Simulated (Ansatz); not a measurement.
# MoS₂: a changed input and its effect

System: MoS₂ (R3m, 3 atoms in the cell).
Method of run A: DFT r2SCAN+U, scalar-relativistic, plane waves, PAW, Ueff = 3 eV on Mo atom 1 d, spin-polarised (Ansatz 0.2.0).

The structure derives from an entry of the Crystallography Open Database. Text and figures count atoms from 1; the logs count them from 0 in places.

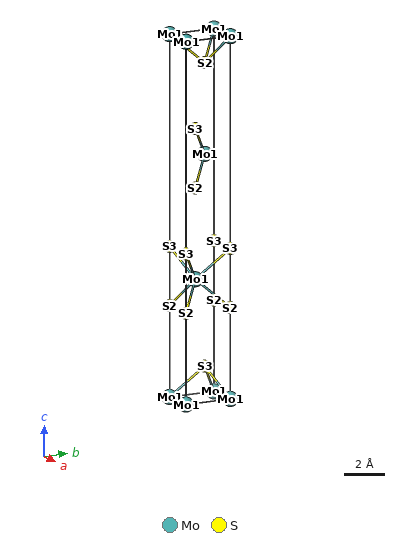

**Figure 1.** The input geometry (ball-and-stick view of the cell 3 times as large as that of the calculation, set on its symmetry axes, seen slightly off an axis; atoms are numbered from 1 in the order of the input). Near neighbours in the crystal (not all of them lie inside the picture): Mo has 6 S at 2.36 Å; S has 3 Mo at 2.36 Å.

The input, run A:
```yaml
crystal:
  lattice:
    - [1.58149989, 0.91307939, 6.12332821]
    - [-1.58149989, 0.91307939, 6.12332821]
    - [0.0, -1.82615878, 6.12332821]
  atoms:
    - { symbol: Mo, position: [0.0, 0.0, 0.0], spin: 2.0 }
    - { symbol: S, position: [0.7484, 0.7484, 0.7484] }
    - { symbol: S, position: [0.5849, 0.5849, 0.5849] }
basis:
  ecutwfc: 500
  ecutrho_ratio: 4
kpoints:
  mp_grid: { grid: [7, 7, 7] }
hamiltonian:
  xc: r2scan
  hubbard:
    sites:
      - { site: 0, l: d, u_eff: 3.0, starting_ns: [{ spin: up, occupation_matrix: s0up }, { spin: down, occupation_matrix: s0down }] }
    occupation_matrices:
      s0up:
        matrix:
          - [0.97, 0.0, 0.0, 0.0, 0.0]
          - [0.0, 0.02, 0.0, 0.0, 0.0]
          - [0.0, 0.0, 0.02, 0.0, 0.0]
          - [0.0, 0.0, 0.0, 0.02, 0.0]
          - [0.0, 0.0, 0.0, 0.0, 0.97]
      s0down:
        matrix:
          - [0.02, 0.0, 0.0, 0.0, 0.0]
          - [0.0, 0.02, 0.0, 0.0, 0.0]
          - [0.0, 0.0, 0.02, 0.0, 0.0]
          - [0.0, 0.0, 0.0, 0.02, 0.0]
          - [0.0, 0.0, 0.0, 0.0, 0.02]
    ns_hold: { iters: 5 }
scf:
  occupations: { method: gaussian, width: 0.05 }
  lower_state_search: "off"
  max_iter: 150
output:
  forces: true
  stress: true
  eigenvalues: true
  populations: true
  hubbard: { sites: [{ site: 0, l: d }] }
magnetization:
  spin_polarized: true
```

Command:
```bash
ansatz run input.yaml --threads 4 --pin off --max-ram 6144MiB --backend cpu --events-out ev --progress --plain --runs-dir out
```

Hardware: 4 threads of Intel Xeon @ 2.50GHz (Skylake/Cascade Lake), 189 GiB of memory available, shared host.

Output, shortened to warnings, some set-up lines, iterations and results (run A):
```
Warning: crystal.symmetry: narrowed to the stabiliser of the occupation matrices — unitary ops 6 → 2; lowered by the specified shell (site 0, l: d); largest admitted image defect 4.4e-16, smallest excluded 7.1e-1 — at a splitting's scale: the group the occupation matrices' own texture admits
WARN: the starting moments were not kept: the SCF closed with an absolute magnetisation of 1.7e-5 μB, where they sum to 2 μB in size (1 site). That is at most 0.1 of that sum. Measured as dr2_m measures the in/out step, that magnetisation stands 5.3e-11 eV from none, at or under the dr2_threshold of 1.0e-7 eV: it is no larger than a step whose dr2_m would equal this threshold. The system may hold …
WARN: hamiltonian.hubbard: on 2 of 2 specified blocks the occupation matrix of this SCF's result fails the test of the specified filling. At site 0 ↑ (sites count from 0 in the list of atoms of the cell that this SCF solves) the least filled combination of the orbitals specified full has occupation 0.526, and the fullest combination of the orbitals specified empty has occupation 0.526; the …
Basis set: ecut = 500 eV, 1349 PW (Γ), FFT grids on a1−a3, a2−a3, a3, exchange–correlation on 96×96×192 points (64 copies of the dense FFT grid, shifted against one another)
Symmetry: 2 space group operations
k-points: 100 of 343 (time reversal used)
Initial density: superposition of atomic densities (chi_scale 0.1, normalization cell)
[...]
SCF iter   1: F=—  HF=-6776.989916 eV  |F-HF|=—  |Δ(HF+E_count)|=         —  Δρ=8.59e-2 (↑8.59e-2 ↓3.97e-2)  dr2=8.94e0  dr2_τ=1.83e-1  dr2_m=9.23e-1  M=0.551 μB ∫|m|=1.030 …
SCF iter   2: F=—  HF=-6775.890738 eV  |F-HF|=—  |Δ(HF+E_count)|=    1.10e0  Δρ=5.28e-2 (↑5.28e-2 ↓2.84e-2)  dr2=2.67e0  dr2_τ=2.71e-2  dr2_m=4.30e-1  M=0.549 μB ∫|m|=1.104 …
SCF iter   3: F=—  HF=-6775.509135 eV  |F-HF|=—  |Δ(HF+E_count)|=   3.82e-1  Δρ=2.42e-2 (↑1.97e-2 ↓2.42e-2)  dr2=2.11e-1  dr2_τ=3.60e-2  dr2_m=1.86e-1  M=0.572 μB ∫|m|=1.181 …
SCF iter   4: F=—  HF=-6775.664474 eV  |F-HF|=—  |Δ(HF+E_count)|=   1.55e-1  Δρ=2.37e-2 (↑2.37e-2 ↓1.16e-2)  dr2=3.99e-1  dr2_τ=9.36e-3  dr2_m=1.14e-1  M=0.551 μB ∫|m|=1.111 …
SCF iter   5: F=—  HF=-6775.636333 eV  |F-HF|=—  |Δ(HF+E_count)|=   2.81e-2  Δρ=1.30e-2 (↑8.68e-3 ↓1.30e-2)  dr2=6.91e-2  dr2_τ=6.77e-3  dr2_m=5.12e-2  M=0.567 μB ∫|m|=1.140 …
[... 21 lines ...]
SCF iter  27: F=-6778.363699 eV  HF=-6778.363699 eV  |F-HF|=1.17e-9  |Δ(HF+E_count)|=   2.41e-8  Δρ=1.10e-6 (↑1.07e-6 ↓1.10e-6)  dr2=9.18e-10  dr2_τ=1.57e-11  dr2_m=2.95e-10  …
SCF iter  28: F=-6778.363699 eV  HF=-6778.363699 eV  |F-HF|=5.66e-10  |Δ(HF+E_count)|=   1.31e-9  Δρ=8.30e-7 (↑7.29e-7 ↓8.30e-7)  dr2=3.13e-10  dr2_τ=6.48e-12  dr2_m=1.94e-10 …
SCF iter  29: F=-6778.363699 eV  HF=-6778.363699 eV  |F-HF|=1.80e-10  |Δ(HF+E_count)|=   1.05e-9  Δρ=4.27e-7 (↑3.24e-7 ↓4.27e-7)  dr2=4.62e-11  dr2_τ=1.91e-12  dr2_m=5.69e-11 …
SCF iter  30: F=-6778.363699 eV  HF=-6778.363699 eV  |F-HF|=4.55e-11  |Δ(HF+E_count)|=  2.84e-10  Δρ=2.32e-7 (↑1.78e-7 ↓2.32e-7)  dr2=3.45e-11  dr2_τ=3.25e-13  dr2_m=1.50e-11 …
SCF 1 converged in 30 iterations: F = -6778.363699 eV  dr2 = 3.45e-11
this state was not tested for a lower state beside it, because the mixer in use, unlike msr1, does not test its closes by its own steps (another_mixer; see scf.mixing.algorithm and scf.lower_state_search)
SCF converged after 30 iterations
Magnetization: 0.0000 μB (13.0000 up, 13.0000 down)
Absolute magnetization: 0.0000 μB (∫|ρ↑−ρ↓|, with the PAW one-centre terms)
Spin contamination: 0.0000 ħ² per cell (⟨S²⟩ above its minimum at these occupations)
Per-site moments (μB) at R_I (Å): [(4.660388842720487e-6, 0.9752095162014335), (-2.660769597366134e-6, 0.9752095162014335), (-2.659801538761348e-6, 0.9753699509158852)]
Free energy (F): -6778.363699 eV
Harris-Foulkes:  -6778.363699 eV  (|F-HF|=4.55e-11)
Internal energy: -6778.363699 eV  (E = F + TS)
E sigma→0 (E₀):  -6778.363699 eV
Fermi energy:    11.451372 eV
--- Per-component energies (eV) ---
  E_band       = -174.355583
  E_kinetic    = 658.849930
  E_local      = -2025.253757  (includes V_loc(G=0)·N_el)
  E_nonlocal   = 198.874855
  E_hartree    = 785.155917
  E_xc         = -364.022629
  E_vxc        = -448.031343  (∫ρ·V_xc dr)
  E_hubbard    = 3.704091  (on-site DFT+U / exact-exchange correction)
  E_vhub       = -0.376744  (the Hubbard potential's part of the band-sum identity)
  E_paw        = -4436.173880  (= ΣΔE_a)
  E_vpaw       = -154.572387  (= ΣTr[D̂ρ^β])
  E_aug_tail   = 0.000006  (compensation charges beyond the density's cutoff)
  E_vtau       = 25.841827  (kinetic-family band-sum trace: ∫τ·v_τ [+ j·A + Jᵃ·Aᵃ] dr)
  E_ewald      = -1599.057495
  E_core_change = -0.440737  (= ΣΔE_core)
  E_smearing   = -0.000000  (= −TS)
  E_closure    = -0.000000  (closes the sum)
  Σ components = -6778.363699   (vs F -6778.363699, Δ=0.00e0)
--- Specified on-site occupations, and those of the state reported ---
  electrons in the specified blocks: 2.1000 specified, 5.1899 found
  site 0 (l=d) ↓: largest change of an orbital's occupation 0.5882; electrons 0.1000 specified, 2.5950 found; spectral distance 1.1218
  site 0 (l=d) ↑: largest change of an orbital's occupation 0.5064; electrons 2.0000 specified, 2.5950 found; spectral distance 0.9918
--- Forces (eV/Å), atoms counted from 1 ---
  atom   1  Mo     0.00000000    -0.00000366     0.00030455
  atom   2  S      0.00000000     0.00000276     1.15472544
  atom   3  S      0.00000000     0.00000209    -1.15503110
  max |Σ_I F_I| component: 1.19e-6 eV/Å
--- Stress (GPa, compression-positive) ---
        6.260196       0.000000       0.000000
        0.000000       6.260173      -0.000001
        0.000000      -0.000001      11.918105
  P = ⅓ Tr σ = 8.1462 GPa (81.462 kbar)
Occupation matrices written to [file]
--- Löwdin populations: 3 sites ---
  site symbol       q [e]    m [muB]
[...]
```

For run B the input was changed thus:
```diff
-          - [0.97, 0.0, 0.0, 0.0, 0.0]
+          - [0.73413, 0.0, 0.0, -0.41042, 0.0]
-          - [0.0, 0.0, 0.02, 0.0, 0.0]
-          - [0.0, 0.0, 0.0, 0.02, 0.0]
-          - [0.0, 0.0, 0.0, 0.0, 0.97]
+          - [0.0, 0.0, 0.25587, 0.0, 0.41042]
+          - [-0.41042, 0.0, 0.0, 0.25587, 0.0]
+          - [0.0, 0.0, 0.41042, 0.0, 0.73413]
-    ns_hold: { iters: 5 }
+    ns_hold: until_converged
```

Predict how the results change.

Both reach the same energy, so the change doesn't alter the result. The irreducible k-points go from 100 to 172. On the same kind of shared host run B took about 2 times as long.

Output, shortened to warnings, some set-up lines, iterations and results (run B):
```
Warning: crystal.symmetry: narrowed to the stabiliser of the occupation matrices — unitary ops 6 → 1; lowered by the specified shell (site 0, l: d); largest admitted image defect 2.2e-16, smallest excluded 6.2e-1 — at a splitting's scale: the group the occupation matrices' own texture admits
WARN: the starting moments were not kept: the SCF closed with an absolute magnetisation of 7.1e-6 μB, where they sum to 2 μB in size (1 site). That is at most 0.1 of that sum. Measured as dr2_m measures the in/out step, that magnetisation stands 1.0e-11 eV from none, at or under the dr2_threshold of 1.0e-7 eV: it is no larger than a step whose dr2_m would equal this threshold. The system may hold …
WARN: hamiltonian.hubbard: on 2 of 2 specified blocks the occupation matrix of this SCF's result fails the test of the specified filling. At site 0 ↑ (sites count from 0 in the list of atoms of the cell that this SCF solves) the least filled combination of the orbitals specified full has occupation 0.512, and the fullest combination of the orbitals specified empty has occupation 0.547; the …
Basis set: ecut = 500 eV, 1349 PW (Γ), FFT grids on a1−a3, a2−a3, a3, exchange–correlation on 96×96×192 points (64 copies of the dense FFT grid, shifted against one another)
Symmetry: 1 space group operations
k-points: 172 of 343 (time reversal used)
Initial density: superposition of atomic densities (chi_scale 0.1, normalization cell)
[...]
SCF iter   1: F=—  HF=-6776.853448 eV  |F-HF|=—  |Δ(HF+E_count)|=         —  Δρ=8.71e-2 (↑8.71e-2 ↓3.98e-2)  dr2=9.14e0  dr2_τ=1.89e-1  dr2_m=9.60e-1  M=0.504 μB ∫|m|=0.987 …
SCF iter   2: F=—  HF=-6775.733672 eV  |F-HF|=—  |Δ(HF+E_count)|=    1.12e0  Δρ=5.30e-2 (↑5.30e-2 ↓2.85e-2)  dr2=2.62e0  dr2_τ=2.81e-2  dr2_m=4.42e-1  M=0.497 μB ∫|m|=1.088 …
SCF iter   3: F=—  HF=-6775.361213 eV  |F-HF|=—  |Δ(HF+E_count)|=   3.72e-1  Δρ=2.51e-2 (↑2.12e-2 ↓2.51e-2)  dr2=2.06e-1  dr2_τ=3.46e-2  dr2_m=2.13e-1  M=0.443 μB ∫|m|=1.136 …
SCF iter   4: F=—  HF=-6775.485896 eV  |F-HF|=—  |Δ(HF+E_count)|=   1.25e-1  Δρ=2.31e-2 (↑2.31e-2 ↓1.35e-2)  dr2=2.26e-1  dr2_τ=7.12e-3  dr2_m=1.40e-1  M=0.371 μB ∫|m|=1.052 …
SCF iter   5: F=—  HF=-6775.490960 eV  |F-HF|=—  |Δ(HF+E_count)|=   5.06e-3  Δρ=1.41e-2 (↑1.19e-2 ↓1.41e-2)  dr2=2.58e-2  dr2_τ=3.90e-3  dr2_m=7.94e-2  M=0.308 μB ∫|m|=1.039 …
[... 27 lines ...]
SCF iter  33: F=-6778.363699 eV  HF=-6778.363699 eV  |F-HF|=1.66e-9  |Δ(HF+E_count)|=   3.16e-9  Δρ=1.39e-6 (↑1.39e-6 ↓1.25e-6)  dr2=5.18e-10  dr2_τ=1.24e-11  dr2_m=7.03e-10  …
SCF iter  34: F=-6778.363699 eV  HF=-6778.363699 eV  |F-HF|=5.08e-10  |Δ(HF+E_count)|=   3.35e-9  Δρ=6.61e-7 (↑6.61e-7 ↓4.77e-7)  dr2=1.29e-10  dr2_τ=3.52e-12  dr2_m=1.21e-10 …
SCF iter  35: F=-6778.363699 eV  HF=-6778.363699 eV  |F-HF|=1.29e-10  |Δ(HF+E_count)|=   1.05e-9  Δρ=3.54e-7 (↑3.54e-7 ↓3.08e-7)  dr2=4.48e-11  dr2_τ=1.77e-12  dr2_m=3.17e-11 …
SCF iter  36: F=-6778.363699 eV  HF=-6778.363699 eV  |F-HF|=2.64e-11  |Δ(HF+E_count)|=  1.71e-10  Δρ=1.86e-7 (↑1.86e-7 ↓1.46e-7)  dr2=1.52e-11  dr2_τ=3.37e-13  dr2_m=8.17e-12 …
SCF 1 converged in 36 iterations: F = -6778.363699 eV  dr2 = 1.52e-11
this state was not tested for a lower state beside it, because the mixer in use, unlike msr1, does not test its closes by its own steps (another_mixer; see scf.mixing.algorithm and scf.lower_state_search)
SCF converged after 36 iterations
Magnetization: 0.0000 μB (13.0000 up, 13.0000 down)
Absolute magnetization: 0.0000 μB (∫|ρ↑−ρ↓|, with the PAW one-centre terms)
Spin contamination: 0.0000 ħ² per cell (⟨S²⟩ above its minimum at these occupations)
Per-site moments (μB) at R_I (Å): [(-2.228524866845913e-7, 0.9752095162014335), (-1.320301080645434e-7, 0.9752095162014335), (-1.3272228527732898e-7, 0.9753699509158852)]
Free energy (F): -6778.363699 eV
Harris-Foulkes:  -6778.363699 eV  (|F-HF|=2.64e-11)
Internal energy: -6778.363699 eV  (E = F + TS)
E sigma→0 (E₀):  -6778.363699 eV
Fermi energy:    11.451372 eV
--- Per-component energies (eV) ---
  E_band       = -174.355579
  E_kinetic    = 658.849924
  E_local      = -2025.253849  (includes V_loc(G=0)·N_el)
  E_nonlocal   = 198.874857
  E_hartree    = 785.156010
  E_xc         = -364.022625
  E_vxc        = -448.031340  (∫ρ·V_xc dr)
  E_hubbard    = 3.704091  (on-site DFT+U / exact-exchange correction)
  E_vhub       = -0.376737  (the Hubbard potential's part of the band-sum identity)
  E_paw        = -4436.173881  (= ΣΔE_a)
  E_vpaw       = -154.572362  (= ΣTr[D̂ρ^β])
  E_aug_tail   = 0.000006  (compensation charges beyond the density's cutoff)
  E_vtau       = 25.841827  (kinetic-family band-sum trace: ∫τ·v_τ [+ j·A + Jᵃ·Aᵃ] dr)
  E_ewald      = -1599.057495
  E_core_change = -0.440737  (= ΣΔE_core)
  E_smearing   = -0.000000  (= −TS)
  E_closure    = 0.000000  (closes the sum)
  Σ components = -6778.363699   (vs F -6778.363699, Δ=0.00e0)
--- Specified on-site occupations, and those of the state reported ---
  electrons in the specified blocks: 2.1000 specified, 5.1899 found
  site 0 (l=d) ↓: largest change of an orbital's occupation 0.5882; electrons 0.1000 specified, 2.5950 found; spectral distance 1.1218
  site 0 (l=d) ↑: largest change of an orbital's occupation 0.5281; electrons 2.0000 specified, 2.5950 found; spectral distance 0.9918
--- Forces (eV/Å), atoms counted from 1 ---
  atom   1  Mo    -0.00000001    -0.00000123     0.00030458
  atom   2  S     -0.00000039     0.00000027     1.15472652
  atom   3  S      0.00000036    -0.00000043    -1.15503199
  max |Σ_I F_I| component: 1.38e-6 eV/Å
--- Stress (GPa, compression-positive) ---
        6.260173      -0.000000       0.000000
       -0.000000       6.260170      -0.000001
        0.000000      -0.000001      11.918109
  P = ⅓ Tr σ = 8.1462 GPa (81.462 kbar)
Occupation matrices written to [file]
--- Löwdin populations: 3 sites ---
  site symbol       q [e]    m [muB]
[...]
```

The two runs side by side:

| quantity | run A | run B |
| --- | --- | --- |
| outcome | converged | converged |
| free energy per atom (eV) | −2259.4546 | −2259.4546 |
| gap on the mesh (eV) | 0.97 | 0.97 |
| net moment of the cell (μB) | 0.00 | 0.00 |
| absolute moment of the cell (μB) | 0.00 | 0.00 |
| pressure (GPa) | 8.15 | 8.15 |
| largest force (eV/Å) | 1.155 | 1.155 |
| SCF iterations | 30 | – |
| irreducible k-points | 100 | 172 |
| plane waves at Γ | 1349 | 1349 |
| wall time (shared host) | 70 s | 2.3 min |

For both runs: Warnings: some starting moments were not kept; the typed occupations were not kept; the state was not tested for a lower one; the occupation matrices lower the symmetry.
